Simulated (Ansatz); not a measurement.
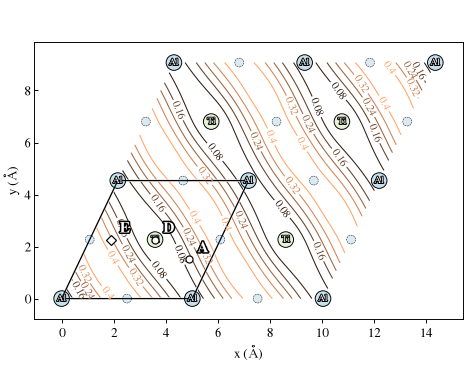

H on a TiAl₃(110) slab cut from the I4/mmm phase, its upper half relaxed before the scan (8 atoms of substrate and one adsorbate in a 1 × 1 cell). H is moved over the surface cell at a fixed height above a rigid substrate; the origin of the map has the adsorbate above Al8; the height is held at 2.80 Å. Places are given modulo a cell vector. The map is drawn in real space over the plane of the surface. The grid has 6 × 6 points; 13 points were computed and 23 follow by symmetry. Energies: eV, counted from the lowest grid point. The runs have no spin polarisation, so an open-shell adsorbate far from the surface lies too high. With one adsorbate in each 1 × 1 cell, its nearest image is 5.0 Å away, so neighbouring adsorbates interact. At a fixed height the lowest place need not be the adsorption site. Level of theory: DFT PBE+D3(BJ), scalar-relativistic, plane waves, PAW in Ansatz 0.2.0. Settings: cutoff 420 eV, k-mesh 6×6×1, gaussian smearing 0.1 eV, no spin polarisation.

The picture shows contour lines labelled in eV (none above 0.48), labelled circles for the atoms of the top layer and small ones for the second layer, the outline of one cell of the 2 × 2 shown, lettered points. Between grid points the surface is interpolated.

> Rank the lettered points by energy, lowest first.

D (0.000 eV), A (0.134 eV), E (0.325 eV).

> What kind of point is each of A, D, E: minimum, saddle, maximum or slope?

A: on a slope; D: minimum; E: on a slope. (In these two coordinates alone; a stationary point may lie a little off the grid point.)

PAW datasets: the set soft_1.
